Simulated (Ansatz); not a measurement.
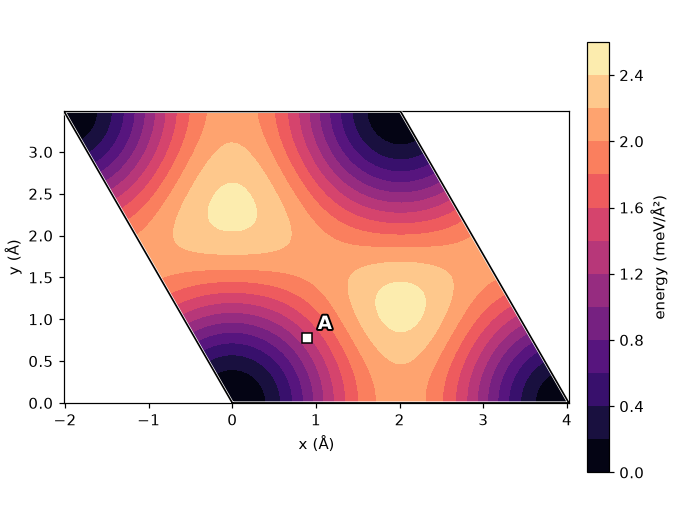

A bilayer of two Ge sheets of the honeycomb type (4 atoms in the cell). 
- The upper layer of a bilayer is slid over the lower one; relaxed at each slide: nothing; the origin of the map has Ge4 above Ge1; the distance between the facing planes is held at 4.25 Å.
- Places are given modulo a cell vector. The map is drawn in real space over the plane of the slide.
- The grid has 9 × 9 points; 19 points were computed and 62 follow by symmetry.
- Energies are in meV/Å², from the lowest grid point.
- At a held distance the lowest stacking need not be the one that binds best once the distance relaxes.
- All numbers below come from DFT PBE+D3(BJ), scalar-relativistic, plane waves, PAW (Ansatz). Settings: cutoff 420 eV, k-mesh 9×9×1, gaussian smearing 0.1 eV, no spin polarisation.

Drawn: filled contours, the outline of one cell of the plane, the point A. Between grid points the surface is interpolated.

**Is A at rest? If not, where is it pushed?**

A, at (3/9, 2/9) of the cell vectors, is not a stationary point. The computed force is 0.023 eV/Å in the plane, pointing down and left in the picture (components −0.017 and −0.015 eV/Å, for the cell of 14.01 Å², or 1.6 meV/Å² for each Å).

PAW datasets: the set soft_1.
